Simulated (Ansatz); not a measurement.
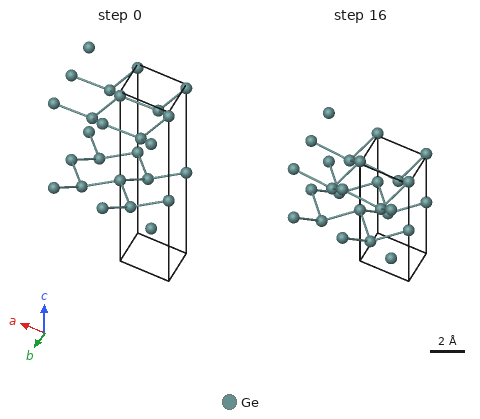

The structure of a crystal of Ge (set up in P6_3mc) before (left) and after (right) a relaxation, at one scale.

The picture is a ball-and-stick view of the cell of the calculation, repeated 2 × 2 × 1 with one cell outlined, seen from a free direction.

Level of theory: DFT PBE+D3(BJ), scalar-relativistic, plane waves, PAW in Ansatz. Set-up: plane-wave cutoff 420 eV; k-point mesh 12 × 12 × 4; occupations gaussian; smearing width 0.1 eV; no spin polarisation; cell and atoms relaxed; force threshold 0.005 eV/Å; at most 80 steps.

### Describe what moved and what it gained.

The run was cut off at its time limit before the relaxation converged, so the last structure is only a point on the way. The largest moves relative to the cell, 0.30 Å, are those of Ge atoms. The volume changes by −42.3 %, with a = b 4.050 → 4.056 Å (+0.1 %), c 10.993 → 6.324 Å (−42.5 %). Among the contacts that change: Ge–Ge 2.438 → 2.545 Å. Bond angles that change, for instance: Ge–Ge–Ge 112.4° → 105.7°. The space group stays P6_3mc (No. 186). The energy falls by 272 meV per atom in 15 accepted moves (16 points after the start). The largest force component goes from 0.01 to 0.043 eV/Å. Pressure: −1.05 GPa at the start and −0.22 GPa at the end. The line search rejected the trial step at point 11 of the run.
